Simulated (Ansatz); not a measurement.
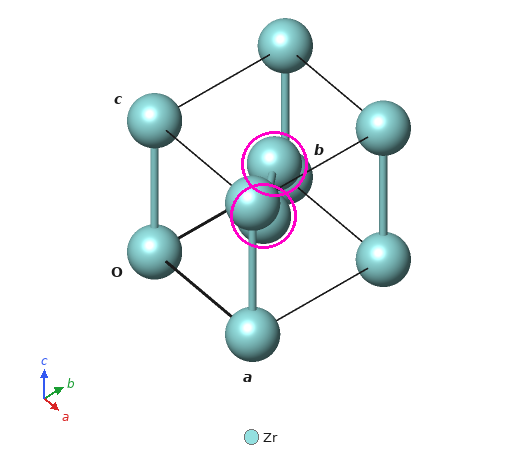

One unit cell; the ringed atoms, with their copies on corners, edges and faces, form one crystallographic orbit. Crystal: Zr, the input geometry of an electronic-structure calculation (not necessarily at equilibrium); the starting structure was generated, so it need not be a known form of this composition. All values are computed from the atomic coordinates in the standard setting (tolerance 0.002 Å).

a = 5.047 Å, b = 5.047 Å, c = 3.145 Å, α = 90.00°, β = 90.00°, γ = 120.00°; space group No. 191, P6/mmm.

> Which Wyckoff position do the ringed atoms fill?

Zr on 2d, site symmetry -6m2: 24 operations a cell over 12 that keep the site give 2 atoms, with 0 free parameters.

> List their coordinates.

(1/3, 2/3, 1/2); (2/3, 1/3, 1/2).
